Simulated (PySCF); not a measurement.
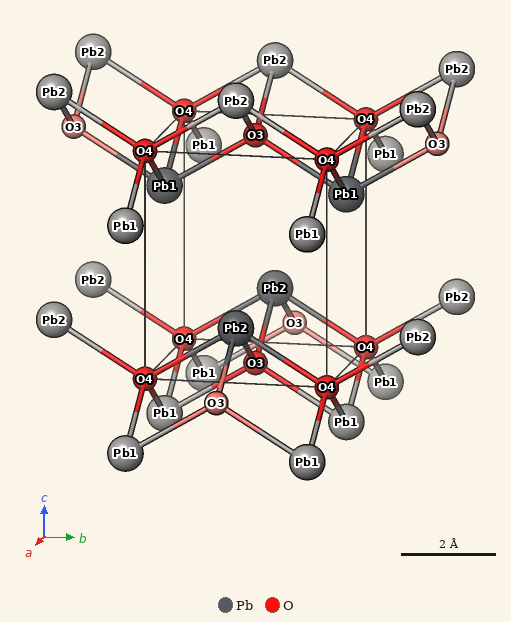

*The structure (ball-and-stick view of the cell of the calculation, seen slightly off an axis; neighbours outside the cell are drawn fainter; atoms are numbered from 1 in the order of the input). An atom can appear more than once, as a periodic image.*

## Charges calculation, with input and output: PbO

- system: PbO (P4/nmm, 4 atoms in the cell)
- method: Kohn-Sham DFT of a periodic cell in Gaussian orbitals, r2SCAN, DZVP-MOLOPT-HYB/GTH-HYB (UZH), no spin polarisation (PySCF 2.14.0)

The structure derives from an entry of the Crystallography Open Database.

### Input
```python
import json
import numpy as np
from pyscf.pbc import gto, scf, dft, df

cell = gto.Cell()
cell.basis = {'O': 'DZVP-MOLOPT-HYB-GTH-q6', 'Pb': 'DZVP-MOLOPT-HYB-GTH-q4'}
cell.pseudo = {'O': 'GTH-HYB-q6', 'Pb': 'GTH-HYB-q4'}
cell.fromfile('PbO.xyz')
cell.ke_cutoff = 310  # hartree
cell.exp_to_discard = 0.02
cell.precision = 1e-08
cell.max_memory = 5040  # MB
cell.verbose = 4
cell.build()

res = {}
kpts = cell.make_kpts([2, 2, 1])
mf = dft.KRKS(cell, kpts, xc='r2scan')
mf = mf.density_fit()
mf.with_df._cderi = 'cderi.h5'  # three-centre integrals saved by an earlier run on this cell, basis and mesh
mf.conv_tol = 1e-07
mf.max_cycle = 60

mf.kernel()
res.update(converged=bool(mf.converged), e_tot=mf.e_tot, nelec=cell.nelectron, nao=cell.nao, mesh=list(map(int, cell.mesh)), a=cell.lattice_vectors().tolist(), coords=cell.atom_coords().tolist(),
           mo_energy=[np.real(x).tolist() for x in mf.mo_energy], mo_occ=[np.real(x).tolist() for x in mf.mo_occ])
res.update(kpts=cell.get_scaled_kpts(kpts).tolist())
res['parts'] = {k: float(np.real(v)) for k, v in mf.scf_summary.items() if np.isscalar(v)}
json.dump(res, open('results.json', 'w'))
if not mf.converged:
    raise SystemExit('SCF not converged')

print('levels (eV)')
for i, kp in enumerate(res['kpts'][:40]):
    print('k %7.4f %7.4f %7.4f  ' % tuple(kp), ' '.join('%.3f' % (x * 27.211386) for x in res['mo_energy'][i][:15]))

# Mulliken populations
dm, s = np.asarray(mf.make_rdm1()), np.asarray(mf.get_ovlp())
sites = cell.aoslice_by_atom()[:, 2:]
tot = np.einsum('kij,kji->i', dm, s).real / len(kpts)
res['mulliken'] = [cell.atom_charge(i) - tot[a0:a1].sum() for i, (a0, a1) in enumerate(sites)]
print('Mulliken charges', np.round(res['mulliken'], 5))
res['meta_lowdin'] = mf.mulliken_meta()[1].tolist()
res['done'] = True
json.dump(res, open('results.json', 'w'))
```

### File PbO.xyz
```
4
Lattice="3.9900000000 0.0000000000 0.0000000000 0.0000000000 3.9900000000 0.0000000000 0.0000000000 0.0000000000 5.0100000000" Properties=species:S:1:pos:R:3 pbc="T T T"
Pb     1.9950000000      0.0000000000      3.8076000000
Pb     0.0000000000      1.9950000000      1.2024000000
O      1.9950000000      1.9950000000      0.0000000000
O      0.0000000000      0.0000000000      0.0000000000
```

Hardware: 4 threads of Intel Xeon (Granite Rapids), 16 GiB of memory available, shared host.

Run as:
```bash
OMP_NUM_THREADS=4 python -u run.py > log
```

### What the program printed
```
Discarded 0 diffused primitive functions, 0 contracted functions

******** <class 'pyscf.pbc.dft.krks.KRKS'> ********
method = KRKS
initial guess = minao
damping factor = 0
level_shift factor = 0
DIIS = <class 'pyscf.scf.diis.CDIIS'>
diis_start_cycle = 1
diis_space = 8
diis_damp = 0
SCF conv_tol = 1e-07
SCF conv_tol_grad = None
SCF max_cycles = 60
direct_scf = True
direct_scf_tol = 1e-13

******** PBC SCF flags ********
N kpts = 4
Exchange divergence treatment (exxdiv) = ewald
    madelung (= occupied orbital energy shift) = 0.20297146257472887
    Total energy shift due to Ewald probe charge = -1/2 * Nelec*madelung = -2.02971462575
DF object = <pyscf.pbc.df.df.GDF object>
XC functionals = r2scan
small_rho_cutoff = 0
radial grids:
    Treutler-Ahlrichs [JCP 102, 346 (1995); DOI:10.1063/1.469408] (M4) radial grids

becke partition: Becke, JCP 88, 2547 (1988); DOI:10.1063/1.454033
pruning grids: <function nwchem_prune>
grids dens level: 3
symmetrized grids: False
atomic radii adjust function: <function treutler_atomic_radii_adjust>
Set gradient conv threshold to 0.000316228

******** <class 'pyscf.pbc.df.rsdf_builder._RSNucBuilder'> ********
mesh = [13 13 15] (2535 PWs)
ke_cutoff = 10.790774955247944
omega = 0.41611600444508473
exclude_d_aux = False
exclude_dd_block = True
j2c_eig_always = False
has_long_range = True
tot grids = 78860
cell vol = 538.245141  sum(weights) = 538.306584
nelec by numeric integration = 20.000071911927165
init E= -39.229170702556
  HOMO = 0.0911109407936  LUMO = 0.200088033518  gap/eV = 2.96542
nelec by numeric integration = 20.00014416117976
cycle= 1 E= -38.715104139338  delta_E= 0.514  |g|= 2.76  |ddm|= 6.88
  HOMO = 0.364412845511  LUMO = 0.380455553921  gap/eV = 0.43654
nelec by numeric integration = 19.999928865663982
cycle= 2 E= -33.2354536104024  delta_E= 5.48  |g|= 8.26  |ddm|= 16.1
  HOMO = 0.167351556941  LUMO = 0.225418083339  gap/eV = 1.58007
nelec by numeric integration = 20.000188768403174
cycle= 3 E= -39.1445936588534  delta_E= -5.91  |g|= 0.342  |ddm|= 15.3
  HOMO = 0.174366008736  LUMO = 0.205797955682  gap/eV = 0.85531
nelec by numeric integration = 20.000220653885012
cycle= 4 E= -39.1568081626047  delta_E= -0.0122  |g|= 0.117  |ddm|= 1.93
  HOMO = 0.17261091267  LUMO = 0.210915104842  gap/eV = 1.04231
nelec by numeric integration = 20.00020932055658
cycle= 5 E= -39.1586329137142  delta_E= -0.00182  |g|= 0.00532  |ddm|= 0.526
  HOMO = 0.172534584056  LUMO = 0.210720808858  gap/eV = 1.03910
nelec by numeric integration = 20.000209490232997
cycle= 6 E= -39.1586344803088  delta_E= -1.57e-06  |g|= 0.00156  |ddm|= 0.0181
  HOMO = 0.17249611382  LUMO = 0.210731478237  gap/eV = 1.04044
nelec by numeric integration = 20.00020942169398
cycle= 7 E= -39.1586346132898  delta_E= -1.33e-07  |g|= 0.000717  |ddm|= 0.00265
  HOMO = 0.17249505037  LUMO = 0.210736380543  gap/eV = 1.04060
nelec by numeric integration = 20.00020941906035
cycle= 8 E= -39.1586346408499  delta_E= -2.76e-08  |g|= 8.75e-05  |ddm|= 0.000841
  HOMO = 0.172492242506  LUMO = 0.210736554556  gap/eV = 1.04068
nelec by numeric integration = 20.00020941298652
Extra cycle  E= -39.1586346372641  delta_E= 3.59e-09  |g|= 0.00027  |ddm|= 0.000405
converged SCF energy = -39.1586346372641
levels (eV)
k  0.0000  0.0000  0.0000   -14.975 -13.049 -2.926 -2.587 0.164 0.164 2.736 2.997 2.997 4.694 7.424 10.473 10.473 10.796 11.917
k  0.0000  0.5000  0.0000   -13.975 -13.975 -2.948 -2.948 1.238 1.238 1.511 1.511 2.814 2.814 8.388 8.388 11.740 11.740 11.922
k  0.5000  0.0000  0.0000   -13.975 -13.975 -2.948 -2.948 1.238 1.238 1.511 1.511 2.814 2.814 8.388 8.388 11.740 11.740 11.922
k  0.5000  0.5000  0.0000   -13.789 -13.788 -3.950 -3.950 1.054 1.054 2.842 2.842 3.671 3.671 5.734 5.735 10.442 10.442 13.143
Mulliken charges [ 1.13368  1.13368 -1.13363 -1.13374]
 ** Mulliken pop on meta-lowdin orthogonal AOs **
 ** Mulliken pop  **
pop of  0 Pb 6s           1.68736
pop of  0 Pb 7s           0.06581
pop of  0 Pb 6px          0.42267
pop of  0 Pb 6py          0.42269
pop of  0 Pb 6pz          0.56589
pop of  0 Pb 7px          0.00168
pop of  0 Pb 7py          0.00168
pop of  0 Pb 7pz          0.00050
pop of  0 Pb 6dxy         0.00522
pop of  0 Pb 6dyz         0.00049
pop of  0 Pb 6dz^2        0.01843
pop of  0 Pb 6dxz         0.00049
pop of  0 Pb 6dx2-y2      0.00247
pop of  1 Pb 6s           1.68736
pop of  1 Pb 7s           0.06581
pop of  1 Pb 6px          0.42269
pop of  1 Pb 6py          0.42267
pop of  1 Pb 6pz          0.56589
pop of  1 Pb 7px          0.00168
pop of  1 Pb 7py          0.00168
pop of  1 Pb 7pz          0.00050
pop of  1 Pb 6dxy         0.00522
pop of  1 Pb 6dyz         0.00049
pop of  1 Pb 6dz^2        0.01843
pop of  1 Pb 6dxz         0.00049
pop of  1 Pb 6dx2-y2      0.00247
pop of  2 O 2s            1.80442
pop of  2 O 3s            0.00158
pop of  2 O 2px           1.67677
pop of  2 O 2py           1.67677
pop of  2 O 2pz           1.62378
pop of  2 O 3px           0.00493
pop of  2 O 3py           0.00493
pop of  2 O 3pz           0.00981
pop of  2 O 3dxy          0.00012
pop of  2 O 3dyz          0.00038
pop of  2 O 3dz^2         0.00013
pop of  2 O 3dxz          0.00038
pop of  2 O 3dx2-y2       0.00059
pop of  3 O 2s            1.80442
pop of  3 O 3s            0.00158
pop of  3 O 2px           1.67681
pop of  3 O 2py           1.67681
pop of  3 O 2pz           1.62381
pop of  3 O 3px           0.00493
pop of  3 O 3py           0.00493
pop of  3 O 3pz           0.00981
pop of  3 O 3dxy          0.00012
pop of  3 O 3dyz          0.00038
pop of  3 O 3dz^2         0.00013
pop of  3 O 3dxz          0.00038
pop of  3 O 3dx2-y2       0.00059
 ** Mulliken atomic charges  **
charge of    0Pb =      0.80464
charge of    1Pb =      0.80464
charge of    2O =     -0.80458
charge of    3O =     -0.80470
```

### Key numbers

```tsv
quantity	value
outcome	converged
space group (tolerance 0.01 Å)	P4/nmm (129)
electrons treated	20
free energy	−1065.5607 eV
total energy	−1065.5607 eV
Fermi energy	4.694 eV
gap on the k-point mesh	1.04 eV
wall time	27 s (CPU time 90 s)
peak memory	1.5 GiB
```

### Remarks

Points of doubt noted for this run: coarse mesh. So coarse a mesh can miss the band edges, so the true gap of this method can be much smaller, or zero. Spin–orbit coupling is left out, which matters for Pb. The k-point mesh is coarse for a cell of this size, so the results may not be converged.
